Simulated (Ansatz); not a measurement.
## Band-structure calculation, with input and output: SiC

The run: band-structure calculation of SiC (R3m, 14 atoms in the cell). Method and program: DFT with PBE, PAW plane waves, no spin polarisation (Ansatz 0.2.0).

The structure derives from an entry of the Crystallography Open Database.

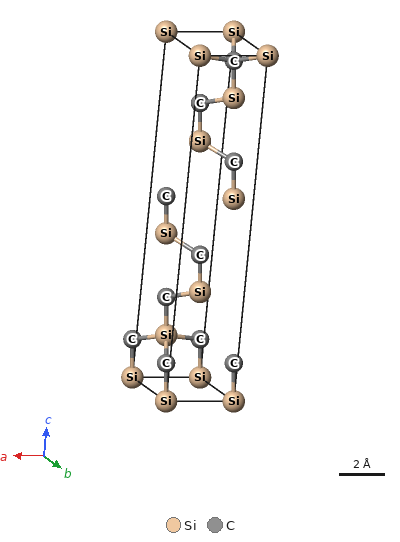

**Figure 1.** The input geometry (ball-and-stick view of the cell of the calculation, seen at an oblique angle).

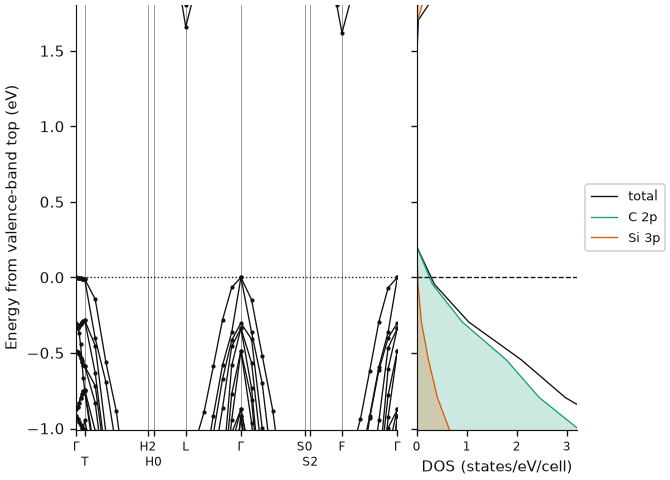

**Figure 2.** Band structure along Γ–T–H2–H0–L–Γ–S0–S2–F–Γ and density of states (projected on Löwdin-orthogonalised atomic shells), with energies from the valence-band top. There is a gap of 1.62 eV on this path, indirect, from Γ to F.

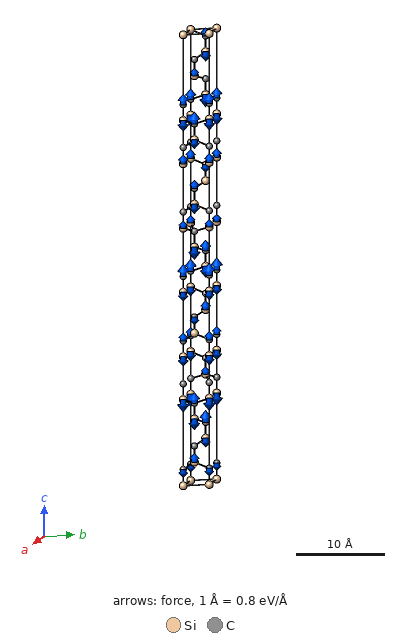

**Figure 3.** Forces on the atoms as blue arrows (ball-and-stick view of the cell 3 times as large as that of the calculation, set on its symmetry axes, seen slightly off an axis); the smallest are left out. The largest act on Si2 (1.21 eV/Å); C11 (1.18 eV/Å); Si7 (1.07 eV/Å); C14 (1.03 eV/Å), among others. Atoms are counted from 1 in the order of the input and aren't labelled in the picture. The geometry is not a stationary point of this energy.

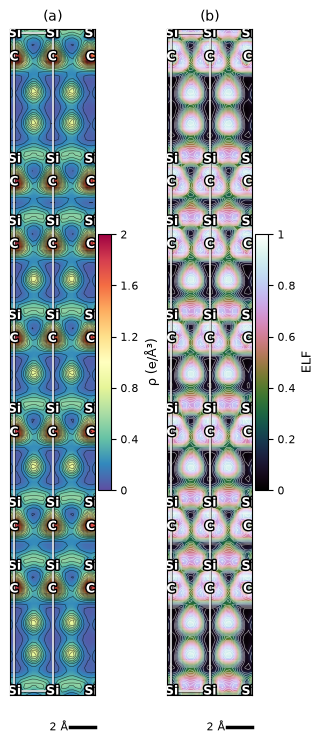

**Figure 4.** (a) valence electron density; (b) electron localisation function on the (100) plane of the conventional cell. The plane passes through Si and C nuclei. Si–C (1.90 Å): ρ at the midpoint is about 0.87 e/Å³; the ELF peaks at about 0.95 between the atoms (localised, shared-pair bonding). Away from the nuclei the density in this plane falls to 0.04 e/Å³ at its lowest. The fields are those of the smooth PAW valence density.

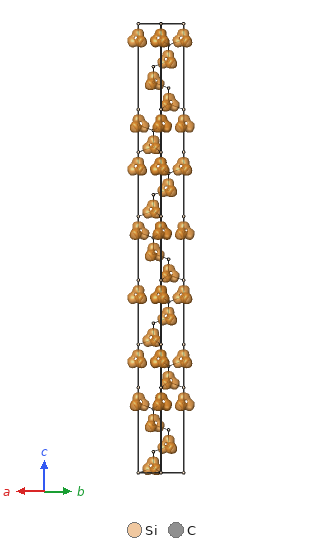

**Figure 5.** Isosurface of the ELF at 0.7 (orange), seen along [110]. Core shells and regions of very low density are left out. Sticks mark near contacts. The outline is the cell set on symmetry axes.

The input and output of the run follow.

Input file:
```yaml
crystal:
  lattice:
    - [3.068097, 0.0, 0.0]
    - [-1.534049, 2.657054, 0.0]
    - [-1.534049, 0.885685, 17.565261]
  atoms:
    - { symbol: Si, position: [0.0, 0.0, 0.0] }
    - { symbol: Si, position: [0.191, 0.809, 0.573] }
    - { symbol: Si, position: [0.286, 0.714, 0.858] }
    - { symbol: Si, position: [0.429, 0.571, 0.287] }
    - { symbol: Si, position: [0.571, 0.429, 0.713] }
    - { symbol: Si, position: [0.714, 0.286, 0.142] }
    - { symbol: Si, position: [0.81, 0.19, 0.43] }
    - { symbol: C, position: [0.036, 0.964, 0.108] }
    - { symbol: C, position: [0.226, 0.774, 0.678] }
    - { symbol: C, position: [0.321, 0.679, 0.963] }
    - { symbol: C, position: [0.464, 0.536, 0.392] }
    - { symbol: C, position: [0.607, 0.393, 0.821] }
    - { symbol: C, position: [0.75, 0.25, 0.25] }
    - { symbol: C, position: [0.845, 0.155, 0.535] }
  symmetry: { tolerance: 0.0003 }
kpoints:
  mp_grid: { grid: [7, 7, 7], shift: [0, 0, 0] }
  band_path:
    path:
      - [0.0, 0.0, 0.0]
      - [0.0, 0.0, -0.5]
      - [-0.33163838, -0.33163838, -0.5]
      - [-0.33163838, -0.33672324, -0.16836162]
      - [-0.5, 0.0, 0.0]
      - [0.0, 0.0, 0.0]
      - [-0.33418081, -0.33418081, 0.0]
      - [-0.33163838, -0.33418081, -0.33418081]
      - [0.0, -0.5, -0.5]
      - [0.0, 0.0, 0.0]
    npoints: 6
magnetization:
  spin_polarized: false
scf:
  occupations: { method: fermi_dirac }
  lower_state_search: "off"
  max_iter: 200
hamiltonian:
  pseudopotentials: { kind: paw }
  xc: pbe
basis:
  ecutwfc: 420
  fft_grid_basis: typed
output:
  forces: true
  stress: true
  eigenvalues: true
  populations: true
  elf: true
  write_potential: true
  volumetric_format: npy
  dos:
    e_range: [-12, 8]
    de: 0.05
    projected: { site_lists: { C: [C], Si: [Si] } }
  write_density: true
checkpoint:
  read: saved_state
```

Launch command:
```bash
ansatz run input.yaml --threads 1 --pin off --max-ram 2560MiB --backend cpu --events-out ev --progress --plain --runs-dir out
```

Log:
```
Warning: crystal.lattice misses the space group found at crystal.symmetry.tolerance 3.0e-4 in a digit that the deck types, which is why this is a warning: making the lattice exact moves one of its numbers by a whole unit of that number's last typed decimal, or more. The operation that it misses by the most changes a squared length by the fraction 2.83e-6. The run uses the lattice that is a stretch of the typed one, with no rotation, onto the one that keeps every operation to a double's rounding (on a very oblique basis the stretch itself rounds by more); the deck's lattice vector that moved farthest moved by 2.36e-6 Å. To run the lattice as typed, set crystal.symmetry.tolerance under 3.78e-7, the least fraction by which an operation that the lattice misses changes a squared length (the same key also sets how far an atom may lie from its image, so lowering it can lose operations that the atoms keep only within it), or set crystal.symmetry.detect: false (a key that needs symmetry detection or time reversal refuses this as the deck is read). crystal.lattice made exact, in Å and degrees: [[3.0680993421522795, 2.8867513469255086e-7, 2.911143838384729e-8], [-1.5340499210761396, 2.6570518273006307, -3.9766949874602905e-8], [-1.5340499210761955, 0.8856840128750938, 17.56526097704054]]. Pasted over the deck's crystal.lattice, beside positions in fractional coordinates, it runs the same cell (given as lengths and angles, that cell in the form's own orientation, a rigid turn of the misfit's size from the one run here, for which a checkpoint.post_process_only pass over this run's state can be refused: where this run relaxes nothing, give such a pass this deck's own crystal.lattice, as typed; behind a relaxation, as crystal.lattice, the state's own cell, identity.cell in its checkpoint.json), and a matrix so pasted ends this notice, except on a very skew basis of the lattice, where the rounding of the pasted numbers themselves can read as a misfit: the cell is then moved again, and that move is told again. The lattice as run is in this notice's lattice.as_run_ang field (Run.prep()["deck_notices"] in Python, the deck_notice line of an events file, deck_notices of ansatz run --dry-run=json, or deck_notices in record.json in the deck's checkpoint.write directory).
Warning: checkpoint.read: basis.xc_grid differs: saved 1, current 2 (points along each axis for each point of the dense box; where the key is left out runs that use forces, runs that use the stress, dielectric runs by a finite field, finite-displacement phonons, runs of phonons.displacement_patterns under a GGA or a meta-GGA, phonons by method: dfpt, dielectric runs by the response, runs on support functions, runs on PAW files under a meta-GGA or a hybrid on one, runs at kind: all_electron or under a hybrid on a GGA, runs under a text's formulas of a gradient, and runs on PAW files that evaluate rPW86 or Becke's exchange or LYP's correlation can take a finer level, which can go by the root key accuracy; a number is taken as typed: the saved number, typed, holds this deck to the state's level, where the deck is accepted there); the SCF iterates at this deck's level from the saved density; a trajectory continued from that state goes on on another energy surface; basis.xc_grid: 1, typed and accepted, keeps it on the saved one
Engine: ansatz 0.2.0, x86_64-unknown-linux-gnu
Pseudopotentials: kind: paw
Pseudopotential: Si, paw, valence charge 4, recommended cutoff 420 eV (normal), Si.paw.azcp
Pseudopotential: C, paw, valence charge 4, recommended cutoff 420 eV (normal), C.paw.azcp
Functional definition: PBE
  parameter kappa = 0.804
  parameter beta = 0.06672455060314922
  exchange = pbe_x(kappa = kappa, mu = beta*pi^2/3)
  correlation = pbe_c(beta = beta)
Crystal: 14 atoms, lattice volume = 143.194 Å³
Basis set: ecut = 420 eV, 2783 PW (Γ), exchange–correlation on 48×48×240 points (8 copies of the dense FFT grid, shifted against one another)
Bands: 42, of which v1, the nominal top of the filled ones, is band 28 counted from 1 (27 counted from 0)
Symmetry: 6 space group operations
Space group: R3m (ITA 160), of the structure as read, at distance tolerance 1.6e-3 Å
k-points: 44 of 343 (time reversal used)
Non-local potential: Si, projectors of the file, l = 0: 2, l = 1: 2, l = 2: 2
Non-local potential: C, projectors of the file, l = 0: 2, l = 1: 2, l = 2: 1
PAW form: soft (Blöchl's): semilocal exchange-correlation on the pseudo side does not see the compensation charge
PAW one-centre angular grid: Si, 110 points (default); XC on 64 Gauss nodes
PAW one-centre angular grid: C, 110 points (default); XC on 64 Gauss nodes
Initial density: read from a saved state, or passed on in memory by an earlier SCF of this step, an earlier step, the calling program or the single point that the run made first
Initial wavefunctions: pseudopotential atomic-orbital guess
Functional: x = pbe(κ = 0.804, μ = 0.2195149727645171), c = pbe(β = 0.06672455060314922)
iter 1 solved again at ethr=1.57e-7 eV; its pass at ethr=3.10e-3 eV (dr2=8.82e-5 eV) is discarded
SCF iter   1: F=—  HF=-6209.954957 eV  |F-HF|=—  |Δ(HF+E_count)|=         —  Δρ=4.32e-4  dr2=2.53e-5  ethr=1.57e-7  ⟨swp⟩=3.1  Hψ=14534  notcnv=0
preconditioner: auto → none  [insulator: Δε(μ)=1.779 eV  Ē_g=12.035 eV  σ=0.100 eV  W_gap=1.00  n_scr=12 (ndim 8)  ℏωp=23.2 eV  f_vac=0.000  D(μ)=0.00/eV (n_scr^D=0)  ε∞_Penn≈4.7]
SCF iter   2: F=—  HF=-6209.955280 eV  |F-HF|=—  |Δ(HF+E_count)|=   3.22e-4  Δρ=2.14e-4  dr2=4.23e-6  ethr=4.51e-8  ⟨swp⟩=2.7  Hψ=3061  notcnv=0
SCF iter   3: F=—  HF=-6209.955383 eV  |F-HF|=—  |Δ(HF+E_count)|=   1.03e-4  Δρ=3.71e-5  dr2=3.59e-7  ethr=7.55e-9  ⟨swp⟩=2.8  Hψ=3253  notcnv=0
iter 4 did not close the SCF: its close was put off for the readings that it lacked (scf_convergence_deferred on its scf_iter line)
SCF iter   4: F=-6209.955386 eV  HF=-6209.955386 eV  |F-HF|=6.74e-8  |Δ(HF+E_count)|=   2.99e-6  Δρ=6.32e-6  dr2=2.61e-8  ethr=6.40e-10  ⟨swp⟩=2.0  Hψ=2688  notcnv=0
iter 5 did not close the SCF: its close was put off for the readings that it lacked (scf_convergence_deferred on its scf_iter line)
SCF iter   5: F=-6209.955386 eV  HF=-6209.955386 eV  |F-HF|=3.45e-9  |Δ(HF+E_count)|=   7.71e-8  Δρ=1.45e-6  dr2=1.27e-9  ethr=4.67e-11  ⟨swp⟩=2.0  Hψ=2607  notcnv=0
SCF iter   6: F=-6209.955386 eV  HF=-6209.955386 eV  |F-HF|=5.09e-11  |Δ(HF+E_count)|=   3.88e-9  Δρ=2.87e-7  dr2=1.04e-10  ethr=2.28e-12  ⟨swp⟩=6.9  Hψ=9944  notcnv=0
SCF 1 converged in 6 iterations: F = -6209.955386 eV  dr2 = 1.04e-10
  greatest PAW one-centre occupation: 0.649 electrons in one spin orbital (limit 2), on the C atom at site 8 (counted from 0), in its partial waves of l = 0
NSCF: frozen V_eff on 55 k-points
SCF converged after 6 iterations
Free energy (F): -6209.955386 eV
Harris-Foulkes:  -6209.955386 eV  (|F-HF|=5.09e-11)
Internal energy: -6209.955340 eV  (E = F + TS)
E sigma→0 (E₀):  -6209.955363 eV
Entropy (-TS):   -0.000047 eV (-0.003 meV/atom)
Fermi energy:    10.708330 eV
--- Per-component energies (eV) ---
  E_band       = 207.254633
  E_kinetic    = 954.577302
  E_local      = -728.005789  (includes V_loc(G=0)·N_el)
  E_nonlocal   = 363.992431
  E_hartree    = 224.566022
  E_xc         = -740.028262
  E_vxc        = -767.550078  (∫ρ·V_xc dr)
  E_paw        = -4285.013694  (= ΣΔE_a)
  E_vpaw       = -64.891414  (= ΣTr[D̂ρ^β])
  E_aug_tail   = 0.000101  (compensation charges beyond the density's cutoff)
  E_ewald      = -2000.043451
  E_smearing   = -0.000047  (= −TS)
  E_closure    = -0.000000  (closes the sum)
  Σ components = -6209.955386   (vs F -6209.955386, Δ=0.00e0)
--- Forces (eV/Å), atoms counted from 1 ---
  atom   1  Si     0.00000000    -0.00000000    -0.00715903
  atom   2  Si     0.00000001    -0.00000001    -1.21082732
  atom   3  Si     0.00000001    -0.00000001    -0.92922281
  atom   4  Si     0.00000001    -0.00000001    -0.87604039
  atom   5  Si    -0.00000001     0.00000001     0.72805445
  atom   6  Si    -0.00000001     0.00000001     0.87942099
  atom   7  Si     0.00000001    -0.00000001    -1.06619568
  atom   8  C      0.00000001    -0.00000001    -0.76933215
  atom   9  C     -0.00000000     0.00000000     0.20846176
  atom  10  C     -0.00000001     0.00000001     0.80262477
  atom  11  C     -0.00000001     0.00000001     1.18052884
  atom  12  C     -0.00000000     0.00000000     0.09604440
  atom  13  C      0.00000000    -0.00000000    -0.06444097
  atom  14  C     -0.00000001     0.00000001     1.02808003
  max |Σ_I F_I| component: 3.11e-6 eV/Å
--- Stress (GPa, compression-positive) ---
        5.333160      -0.000000      -0.000000
       -0.000000       5.333160       0.000000
       -0.000000       0.000000       7.377874
  P = ⅓ Tr σ = 6.0147 GPa (60.147 kbar)
--- Band table (eV; the first three rows and the last of 44) ---
  k-point 0: bands = ["-5.9306", "-5.5653", "-5.3743", "-4.3740", "-4.2423", "-2.7593", "-2.5671", "1.4652", "1.6418", "4.3812", "4.4803", "7.6229", "7.7807", "8.4143", "8.4143", "8.6231", "8.6231", "8.9329", "8.9329", "8.9790", "8.9790", "9.3679", "9.3679", "9.5167", "9.5167", "9.5515", "9.8531", "9.8531", "14.8517", "15.1660", "15.4413", "15.6450", "16.0658", "16.1359", "16.5634", "16.6163", "16.6163", "16.9147", "16.9147", "17.1547", "17.1653", "17.1653"]
  k-point 1: bands = ["-5.9253", "-5.6052", "-5.3165", "-4.5227", "-4.0822", "-2.9057", "-2.4479", "1.2670", "1.8937", "3.9649", "4.9042", "7.2542", "8.1252", "8.4138", "8.4138", "8.6260", "8.6260", "8.9032", "8.9032", "9.0139", "9.0139", "9.3489", "9.3489", "9.5052", "9.5296", "9.5296", "9.8514", "9.8514", "14.8513", "15.1727", "15.4168", "15.6783", "16.0565", "16.1484", "16.5654", "16.6166", "16.6166", "16.9186", "16.9186", "17.1386", "17.1489", "17.1489"]
  k-point 2: bands = ["-5.9115", "-5.6672", "-5.1996", "-4.7085", "-3.8631", "-3.1294", "-2.3093", "1.0717", "2.2545", "3.5143", "5.3778", "6.8009", "8.4129", "8.4129", "8.5028", "8.6330", "8.6330", "8.8679", "8.8679", "9.0643", "9.0643", "9.3083", "9.3083", "9.3714", "9.5529", "9.5529", "9.8476", "9.8476", "14.8505", "15.1910", "15.3700", "15.7519", "16.0070", "16.2066", "16.5585", "16.6172", "16.6172", "16.9294", "16.9294", "17.0866", "17.1172", "17.1172"]
  k-point 43: bands = ["-2.1689", "-1.9589", "-1.5937", "-1.4649", "-1.0030", "-0.9090", "-0.6245", "2.0452", "2.2033", "2.2292", "2.3875", "2.6685", "2.9751", "3.1343", "3.8295", "4.1499", "4.4328", "4.8272", "5.0025", "5.2482", "5.4088", "5.6778", "6.4696", "6.8074", "7.1406", "7.3365", "7.5802", "7.7685", "13.0653", "13.5602", "13.7517", "13.9395", "14.2714", "15.4709", "16.0068", "16.7347", "16.8547", "17.8573", "18.1424", "18.3077", "18.4043", "18.6604"]
--- Löwdin populations: 14 sites ---
  site symbol       q [e]
     0     Si      2.9479
     1     Si      2.9429
     2     Si      2.9265
     3     Si      2.9346
     4     Si      2.9257
     5     Si      2.9277
     6     Si      2.9258
     7      C      4.9866
     8      C      4.9975
     9      C      4.9863
    10      C      4.9976
    11      C      4.9902
    12      C      4.9808
    13      C      4.9842
  spilling = 0.009745 (of n_electrons = 56.000000)
```

Results in brief:

```tsv
quantity	value
outcome	converged
space group (tolerance 0.01 Å)	R3m (160)
electrons treated	56
free energy	−6209.9554 eV
Fermi energy	10.708 eV
pressure	6.01 GPa
electronic character	gap of 1.62 eV
largest force (length of the vector)	1.211 eV/Å
hardware	1 thread of an x86-64 CPU, shared host
wall time	22 s
peak memory	0.59 GiB
```

Remarks:

Warnings of the run: the structure was made exactly symmetric. The cell is under a pressure of 6.0 GPa at this level, so it is not at its equilibrium volume.
